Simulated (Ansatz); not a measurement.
# FeO: one change and its effect

System: FeO (Fm-3m, 2 atoms in the cell).
Method of run 1: Kohn-Sham DFT of a periodic cell, revPBE with D3(BJ), Ansatz PAW, spin-polarised (Ansatz 0.2.0).

The structure derives from an entry of the Crystallography Open Database. Text and figures count atoms from 1; the logs count them from 0 in places.

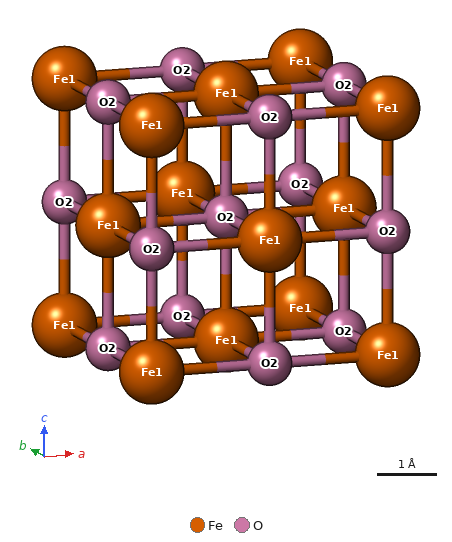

The input geometry (ball-and-stick view of the cell 4 times as large as that of the calculation, set on its symmetry axes, seen slightly off an axis; atoms are numbered from 1 in the order of the input). Near neighbours in the crystal (not all of them lie inside the picture): Fe has 6 O at 2.16 Å; O has 6 Fe at 2.16 Å.

Input file, run 1:
```yaml
crystal:
  lattice:
    - [0.0, 2.1554, 2.1554]
    - [2.1554, 0.0, 2.1554]
    - [2.1554, 2.1554, 0.0]
  atoms:
    - { symbol: Fe, position: [0.0, 0.0, 0.0], spin: 3.0 }
    - { symbol: O, position: [0.5, 0.5, 0.5] }
hamiltonian:
  xc: revpbe
  pseudopotentials: { kind: paw }
  dispersion: d3bj
magnetization:
  spin_polarized: true
kpoints:
  mp_grid: { grid: [11, 11, 11] }
scf:
  occupations: { method: fermi_dirac, width: 0.05 }
output:
  forces: true
  stress: true
relax:
  f_tol: 0.01
  max_steps: 40
  cell: { stress_tol: 0.05 }
```

Command:
```bash
ansatz run input.yaml --threads 2 --pin off --max-ram 5632MiB --backend cpu --events-out ev --progress --plain --runs-dir out
```

Hardware: 2 threads of Arm Neoverse V1, 24 GiB of memory available, shared host.

Output, shortened to warnings, some set-up lines, iterations and results (run 1):
```
WARN: dispersion: an atom stands within reach of a switch of its C6 between two reference coordination numbers of its element: through that C6 alone, e_disp changes by 0.025 eV or more while the distances to its neighbours run over a stretch of 0.05 Å that contains this geometry (sites counted from 0 in the run's list of atoms or, in a supercell that it derives, in that cell's: here a list of 2) …
WARN: dispersion: an atom stands within reach of a switch of its C6 between two reference coordination numbers of its element: through that C6 alone, e_disp changes by 0.025 eV or more while the distances to its neighbours run over a stretch of 0.05 Å that contains this geometry (sites counted from 0 in the run's list of atoms or, in a supercell that it derives, in that cell's: here a list of 2) …
WARN: dispersion: an atom stands within reach of a switch of its C6 between two reference coordination numbers of its element: through that C6 alone, e_disp changes by 0.025 eV or more while the distances to its neighbours run over a stretch of 0.05 Å that contains this geometry (sites counted from 0 in the run's list of atoms or, in a supercell that it derives, in that cell's: here a list of 2) …
WARN: dispersion: an atom stands within reach of a switch of its C6 between two reference coordination numbers of its element: through that C6 alone, e_disp changes by 0.025 eV or more while the distances to its neighbours run over a stretch of 0.05 Å that contains this geometry (sites counted from 0 in the run's list of atoms or, in a supercell that it derives, in that cell's: here a list of 2) …
Basis set: ecut = 420 eV, 387 PW (Γ), exchange–correlation on 48×48×48 points (8 copies of the dense FFT grid, shifted against one another)
Symmetry: 48 space group operations
k-points: 56 of 1331
Initial density: superposition of atomic densities (chi_scale 0.1, normalization cell, long waves kept (reshape's long-wave potential 0.00 eV rms))
[...]
SCF iter   1: F=—  HF=-5052.044319 eV  |F-HF|=—  |Δ(HF+E_count)|=         —  Δρ=1.23e-1 (↑1.23e-1 ↓6.35e-2)  dr2=4.22e0  dr2_m=5.53e-1  M=3.389 μB ∫|m|=3.389 μB  β_m=0.30  …
SCF iter   2: F=—  HF=-5052.156770 eV  |F-HF|=—  |Δ(HF+E_count)|=   1.12e-1  Δρ=7.43e-2 (↑7.43e-2 ↓4.29e-2)  dr2=6.30e-1  dr2_m=5.02e-1  M=3.610 μB ∫|m|=3.610 μB  β_m=0.43  …
SCF iter   3: F=—  HF=-5052.454087 eV  |F-HF|=—  |Δ(HF+E_count)|=   2.97e-1  Δρ=4.02e-2 (↑4.02e-2 ↓3.32e-2)  dr2=1.16e-1  dr2_m=2.19e-1  M=3.815 μB ∫|m|=3.816 μB  β_m=0.62  …
SCF iter   4: F=—  HF=-5052.608896 eV  |F-HF|=—  |Δ(HF+E_count)|=         —  Δρ=1.02e-2 (↑1.02e-2 ↓9.94e-3)  dr2=5.22e-2  dr2_m=2.52e-3  M=4.000 μB ∫|m|=4.012 μB  β_m=0.62  …
SCF iter   5: F=—  HF=-5052.605823 eV  |F-HF|=—  |Δ(HF+E_count)|=   3.07e-3  Δρ=6.22e-3 (↑5.51e-3 ↓6.22e-3)  dr2=1.76e-2  dr2_m=4.81e-4  M=4.000 μB ∫|m|=4.013 μB  β_m=0.54  …
[... 29 lines ...]
SCF iter   6: F=—  HF=-5052.611118 eV  |F-HF|=—  |Δ(HF+E_count)|=   1.70e-8  Δρ=1.10e-6 (↑1.10e-6 ↓5.12e-7)  dr2=8.59e-11  dr2_m=1.04e-10  M=4.000 μB ∫|m|=4.015 μB  β_m=0.89  …
SCF iter   7: F=—  HF=-5052.611118 eV  |F-HF|=—  |Δ(HF+E_count)|=  6.88e-10  Δρ=2.39e-7 (↑1.03e-7 ↓2.39e-7)  dr2=1.32e-11  dr2_m=2.94e-12  M=4.000 μB ∫|m|=4.015 μB  β_m=0.94  …
SCF iter   8: F=-5052.611118 eV  HF=-5052.611118 eV  |F-HF|=2.73e-12  |Δ(HF+E_count)|=  7.28e-12  Δρ=9.23e-8 (↑6.53e-9 ↓9.23e-8)  dr2=1.68e-12  dr2_m=3.93e-13  M=4.000 μB …
SCF 4 converged in 8 iterations: F = -5052.611118 eV  dr2 = 1.68e-12
relax step   4: F+E_penalty+E_count = -5052.61111841 eV  Δ(F+E_penalty+E_count) = +9.820e-4 eV  max|allowed force component| = 5.489e-30 eV/Å  Δτ_max = 0.0000 Å  P = -0.048 …
basis re-selected at this cell: Δ(F+E_penalty+E_count) = +9.820e-4 eV, ΔP = -0.073 GPa vs the last step (what re-selecting the basis moved, of the pressure what is left beyond the Pulay correction that the steps carried, after the strain that the cell walked since its last selection, with what the …
SCF converged after 8 iterations
Magnetization: 4.0003 μB (13.0001 up, 8.9999 down)
Absolute magnetization: 4.0150 μB (∫|ρ↑−ρ↓|, with the PAW one-centre terms)
Spin contamination: 0.0114 ħ² per cell (⟨S²⟩ above its minimum at these occupations)
Per-site moments (μB) at R_I (Å): [(3.4504410251537068, 0.8848569275707343), (0.32083615843394453, 0.8848569275707343)]
Free energy (F): -5052.611118 eV
Harris-Foulkes:  -5052.611118 eV  (|F-HF|=2.73e-12)
Internal energy: -5052.599756 eV  (E = F + TS)
E sigma→0 (E₀):  -5052.605437 eV
Entropy (-TS):   -0.011362 eV (-5.681 meV/atom)
Fermi energy:    15.043558 eV
--- Per-component energies (eV) ---
  E_band       = -259.666653
  E_kinetic    = 515.901360
  E_local      = -2580.037281  (includes V_loc(G=0)·N_el)
  E_nonlocal   = 278.724621
  E_hartree    = 1054.208377
  E_xc         = -188.475792
  E_vxc        = -241.329977  (∫ρ·V_xc dr)
  E_paw        = -1534.222305  (= ΣΔE_a)
  E_vpaw       = -341.345316  (= ΣTr[D̂ρ^β])
  E_aug_tail   = 0.003236  (compensation charges beyond the density's cutoff)
  E_ewald      = -2597.861717
  E_disp       = -0.790464  (pairwise vdW)
  E_core_change = -0.049790  (= ΣΔE_core)
  E_smearing   = -0.011362  (= −TS)
  E_closure    = 0.000000  (closes the sum)
  Σ components = -5052.611118   (vs F -5052.611118, Δ=0.00e0)
--- Forces (eV/Å), atoms counted from 1 ---
  atom   1  Fe    -0.00000000     0.00000000     0.00000000
  atom   2  O      0.00000000    -0.00000000    -0.00000000
  max |Σ_I F_I| component: 8.02e-30 eV/Å
--- Stress (GPa, compression-positive) ---
       -0.048162      -0.000000      -0.000000
       -0.000000      -0.048162      -0.000000
       -0.000000      -0.000000      -0.048162
  P = ⅓ Tr σ = -0.0482 GPa (-0.482 kbar)
--- Relaxed structure (3 steps of the walk, 3 accepted, 1 SCFs on fresh bases) ---
  F+E_penalty+E_count = -5052.61111841 eV   max|allowed force component| = 5.489e-30 eV/Å   (the final SCF, on the basis selected at the relaxed cell)
  cell:  # Å, volume = 19.7414 Å³
[...]
```

Run 2 used a changed input.

The two runs side by side:

```tsv
quantity	run 1	run 2
outcome	converged	converged
free energy per atom (eV)	−2526.3056	−2528.8941
energy per atom, smearing taken to zero (eV)	−2526.3027	−2528.8910
net moment of the cell (μB)	4.00	4.00
absolute moment of the cell (μB)	4.02	4.01
pressure (GPa)	−0.05	−0.01
volume per atom (Å³)	9.87	10.00
largest force (eV/Å)	0.000	0.000
SCF iterations	31	28
irreducible k-points	56	56
wall time (shared host)	7 s	6 s
```

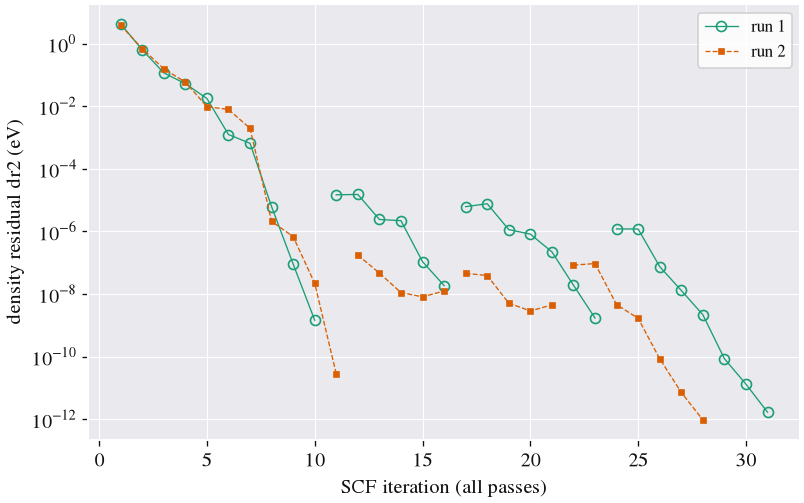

Convergence of the two runs: density residual dr2 against the SCF iteration. A break in a curve parts two SCF passes. Run 1 takes 31 iterations in all, and run 2 takes 28.

What was changed in the input?

The change (lines with − go, lines with + come):
```diff
-  xc: revpbe
+  xc: blyp
```

The total energies belong to different methods, so their difference says nothing on which is more stable or more accurate. The volume per atom goes from 9.87 to 10.00 Å³. The functional changes from revPBE to BLYP. The SCF takes 28 iterations over all geometry steps against 31.

Output, shortened to warnings, some set-up lines, iterations and results (run 2):
```
WARN: dispersion: an atom stands within reach of a switch of its C6 between two reference coordination numbers of its element: through that C6 alone, e_disp changes by 0.025 eV or more while the distances to its neighbours run over a stretch of 0.05 Å that contains this geometry (sites counted from 0 in the run's list of atoms or, in a supercell that it derives, in that cell's: here a list of 2) …
WARN: dispersion: an atom stands within reach of a switch of its C6 between two reference coordination numbers of its element: through that C6 alone, e_disp changes by 0.025 eV or more while the distances to its neighbours run over a stretch of 0.05 Å that contains this geometry (sites counted from 0 in the run's list of atoms or, in a supercell that it derives, in that cell's: here a list of 2) …
WARN: dispersion: an atom stands within reach of a switch of its C6 between two reference coordination numbers of its element: through that C6 alone, e_disp changes by 0.025 eV or more while the distances to its neighbours run over a stretch of 0.05 Å that contains this geometry (sites counted from 0 in the run's list of atoms or, in a supercell that it derives, in that cell's: here a list of 2) …
WARN: dispersion: an atom stands within reach of a switch of its C6 between two reference coordination numbers of its element: through that C6 alone, e_disp changes by 0.025 eV or more while the distances to its neighbours run over a stretch of 0.05 Å that contains this geometry (sites counted from 0 in the run's list of atoms or, in a supercell that it derives, in that cell's: here a list of 2) …
Basis set: ecut = 420 eV, 387 PW (Γ), exchange–correlation on 48×48×48 points (8 copies of the dense FFT grid, shifted against one another)
Symmetry: 48 space group operations
k-points: 56 of 1331
Initial density: superposition of atomic densities (chi_scale 0.1, normalization cell, long waves kept (reshape's long-wave potential 0.00 eV rms))
[...]
SCF iter   1: F=—  HF=-5057.209578 eV  |F-HF|=—  |Δ(HF+E_count)|=         —  Δρ=1.22e-1 (↑1.22e-1 ↓5.66e-2)  dr2=3.85e0  dr2_m=5.62e-1  M=3.375 μB ∫|m|=3.375 μB  β_m=0.30  …
SCF iter   2: F=—  HF=-5057.371367 eV  |F-HF|=—  |Δ(HF+E_count)|=   1.62e-1  Δρ=7.31e-2 (↑7.31e-2 ↓3.87e-2)  dr2=6.88e-1  dr2_m=4.42e-1  M=3.552 μB ∫|m|=3.553 μB  β_m=0.44  …
SCF iter   3: F=—  HF=-5057.657834 eV  |F-HF|=—  |Δ(HF+E_count)|=   2.86e-1  Δρ=3.58e-2 (↑3.58e-2 ↓2.99e-2)  dr2=1.56e-1  dr2_m=1.61e-1  M=3.724 μB ∫|m|=3.726 μB  β_m=0.57  …
SCF iter   4: F=—  HF=-5057.785746 eV  |F-HF|=—  |Δ(HF+E_count)|=         —  Δρ=2.13e-2 (↑2.13e-2 ↓1.86e-2)  dr2=5.87e-2  dr2_m=5.38e-2  M=4.000 μB ∫|m|=4.007 μB  β_m=0.57  …
SCF iter   5: F=—  HF=-5057.788990 eV  |F-HF|=—  |Δ(HF+E_count)|=   3.24e-3  Δρ=9.65e-3 (↑8.49e-3 ↓9.65e-3)  dr2=9.65e-3  dr2_m=1.13e-2  M=3.999 μB ∫|m|=4.008 μB  β_m=0.62  …
[... 26 lines ...]
SCF iter   5: F=—  HF=-5057.788154 eV  |F-HF|=—  |Δ(HF+E_count)|=   1.69e-9  Δρ=5.32e-7 (↑5.32e-7 ↓4.22e-7)  dr2=8.55e-11  dr2_m=1.60e-11  M=4.000 μB ∫|m|=4.010 μB  β_m=0.76  …
SCF iter   6: F=—  HF=-5057.788154 eV  |F-HF|=—  |Δ(HF+E_count)|=  2.73e-10  Δρ=1.49e-7 (↑6.26e-8 ↓1.49e-7)  dr2=7.19e-12  dr2_m=7.71e-13  M=4.000 μB ∫|m|=4.010 μB  β_m=0.82  …
SCF iter   7: F=-5057.788154 eV  HF=-5057.788154 eV  |F-HF|=9.09e-13  |Δ(HF+E_count)|=  8.19e-12  Δρ=6.38e-8 (↑9.05e-9 ↓6.38e-8)  dr2=9.53e-13  dr2_m=1.51e-13  M=4.000 μB …
SCF 4 converged in 7 iterations: F = -5057.788154 eV  dr2 = 9.53e-13
relax step   4: F+E_penalty+E_count = -5057.78815444 eV  Δ(F+E_penalty+E_count) = +2.248e-4 eV  max|allowed force component| = 6.245e-30 eV/Å  Δτ_max = 0.0000 Å  P = -0.007 …
basis re-selected at this cell: Δ(F+E_penalty+E_count) = +2.248e-4 eV, ΔP = -0.008 GPa vs the last step (what re-selecting the basis moved, of the pressure what is left beyond the Pulay correction that the steps carried, after the strain that the cell walked since its last selection, with what the …
SCF converged after 7 iterations
Magnetization: 3.9998 μB (12.9999 up, 9.0001 down)
Absolute magnetization: 4.0100 μB (∫|ρ↑−ρ↓|, with the PAW one-centre terms)
Spin contamination: 0.0100 ħ² per cell (⟨S²⟩ above its minimum at these occupations)
Per-site moments (μB) at R_I (Å): [(3.435320926298469, 0.8888071634127461), (0.3414365184067171, 0.8888071634127461)]
Free energy (F): -5057.788154 eV
Harris-Foulkes:  -5057.788154 eV  (|F-HF|=9.09e-13)
Internal energy: -5057.776015 eV  (E = F + TS)
E sigma→0 (E₀):  -5057.782085 eV
Entropy (-TS):   -0.012140 eV (-6.070 meV/atom)
Fermi energy:    14.908243 eV
--- Per-component energies (eV) ---
  E_band       = -257.160335
  E_kinetic    = 516.550154
  E_local      = -2601.551105  (includes V_loc(G=0)·N_el)
  E_nonlocal   = 278.291864
  E_hartree    = 1064.096775
  E_xc         = -186.001623
  E_vxc        = -237.854148  (∫ρ·V_xc dr)
  E_paw        = -1542.004078  (= ΣΔE_a)
  E_vpaw       = -340.794125  (= ΣTr[D̂ρ^β])
  E_aug_tail   = 0.003448  (compensation charges beyond the density's cutoff)
  E_ewald      = -2586.315719
  E_disp       = -0.858436  (pairwise vdW)
  E_core_change = 0.012704  (= ΣΔE_core)
  E_smearing   = -0.012140  (= −TS)
  E_closure    = 0.000000  (closes the sum)
  Σ components = -5057.788154   (vs F -5057.788154, Δ=0.00e0)
--- Forces (eV/Å), atoms counted from 1 ---
  atom   1  Fe    -0.00000000     0.00000000    -0.00000000
  atom   2  O      0.00000000     0.00000000     0.00000000
  max |Σ_I F_I| component: 1.06e-29 eV/Å
--- Stress (GPa, compression-positive) ---
       -0.006673       0.000000      -0.000000
        0.000000      -0.006673       0.000000
       -0.000000       0.000000      -0.006673
  P = ⅓ Tr σ = -0.0067 GPa (-0.067 kbar)
--- Relaxed structure (3 steps of the walk, 3 accepted, 1 SCFs on fresh bases) ---
  F+E_penalty+E_count = -5057.78815444 eV   max|allowed force component| = 6.245e-30 eV/Å   (the final SCF, on the basis selected at the relaxed cell)
  cell:  # Å, volume = 20.0069 Å³
[...]
```

For both runs: Points of doubt noted for this run: forces on files of another functional.
